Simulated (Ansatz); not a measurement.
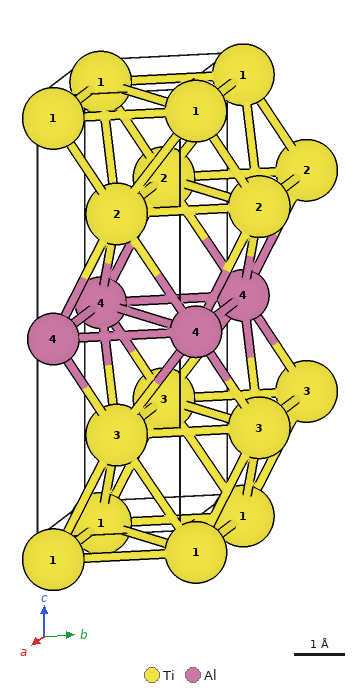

Reference structure: a symmetric starting cell of Ti₃Al. Style: ball-and-stick. Shown: the cell of the calculation, repeated 2 × 2 × 1 with one cell outlined, slightly off an axis.

Computed with Ansatz, DFT PBEsol, scalar-relativistic, plane waves, PAW. Settings: plane-wave cutoff 420 eV; k-point mesh 18 × 18 × 6; occupations gaussian; smearing width 0.1 eV; no spin polarisation.

Now this is done to it. The cell is strained by +3.4 % along c and −2.6 % across it (volume −1.8 %) and the Ti atoms are displaced by 0.22 Å relative to the cell: Ti2 0.22 Å along +c. No relaxation follows. The starting cell wasn't computed here and needn't be at equilibrium, so pressure and forces aren't due to the change alone.

The input:
```yaml
crystal:
  lattice:
    - [2.8527727945, 0.0, 0.0]
    - [-1.4263863972, 2.4705737113, 0.0]
    - [0.0, 0.0, 9.5443024345]
  atoms:
    - { symbol: Ti, position: [0.66666667, 0.33333333, 0.0] }
    - { symbol: Ti, position: [0.33333333, 0.66666667, 0.7735859479] }
    - { symbol: Ti, position: [0.33333333, 0.66666667, 0.2264140521] }
    - { symbol: Al, position: [0.66666667, 0.33333333, 0.5] }
basis:
  ecutwfc: 420
kpoints:
  mp_grid: { grid: [18, 18, 6] }
hamiltonian:
  xc: pbesol
scf:
  occupations: { method: gaussian, width: 0.1 }
output:
  forces: true
  stress: true
  eigenvalues: true
```

Q: Predict the response.

A: Near-neighbour distances before and after: Al–Ti 2.864 → 3.087 Å, Ti–Ti 2.855 → 2.717 Å, Ti–Ti 2.928 → 2.853 Å, Al–Al 2.928 → 2.853 Å. The space group stays P-6m2 (No. 187). The pressure is 1.2 GPa (not all of it need come from the change, since the unchanged cell can be under pressure at this level too). The principal stresses (compression positive) are −4.8 GPa along c and 4.3 GPa across it. The largest forces, 1.5 eV/Å, act on Ti2 and Ti3; on Ti3 it points along +c. The forces point straight back along the displacements (cosine −1.00).

The changed structure in the same view:

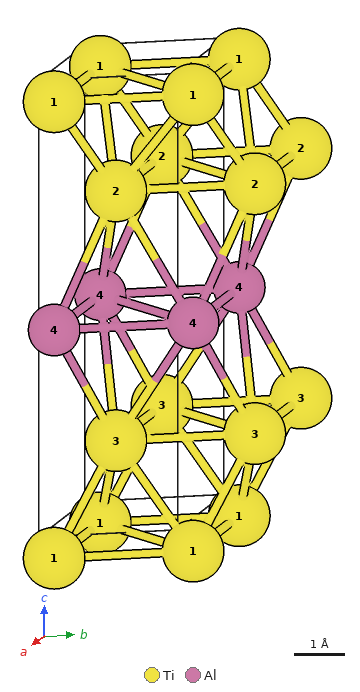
